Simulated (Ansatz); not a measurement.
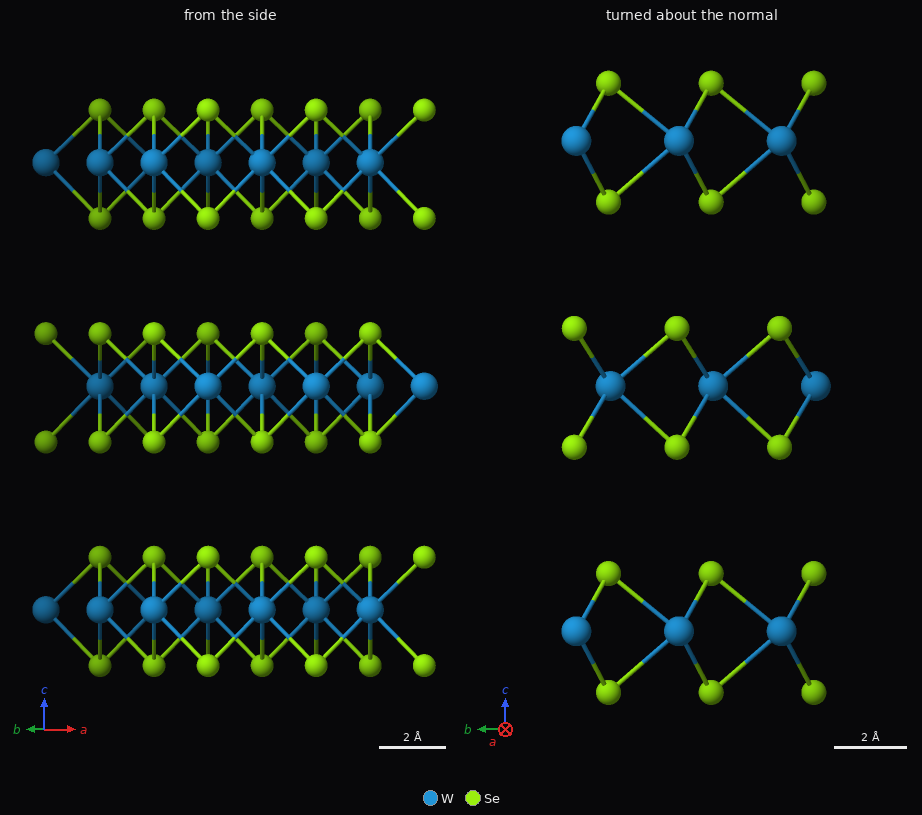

A ball-and-stick picture of a periodic slab, seen from the side and turned about the normal. The surface normal points up in side views; the vacuum is left out. 3×3 cells are drawn in the plane, with atoms at the edges repeated.

The cell holds 3 W, 6 Se.

What is exposed at the top and at the bottom?

Answer. The top face ends in Se, the bottom face in Se. The two faces are alike.

Estimate the thickness.

Answer. About 17 Å from the lowest to the highest atom.

What layers make up the slab, from top to bottom?

Answer. Nine planes: Se / W / Se / Se / W / Se / Se / W / Se.

Provenance: a structure listed in the Materials Project. The cell was then strained or its atoms displaced on purpose. Ansatz was used for an electronic-structure calculation on it.

At this level of theory the run's own cell isn't at rest (forces up to 1.8 eV/Å), so its distances can differ from those at equilibrium, the more so the softer the solid.
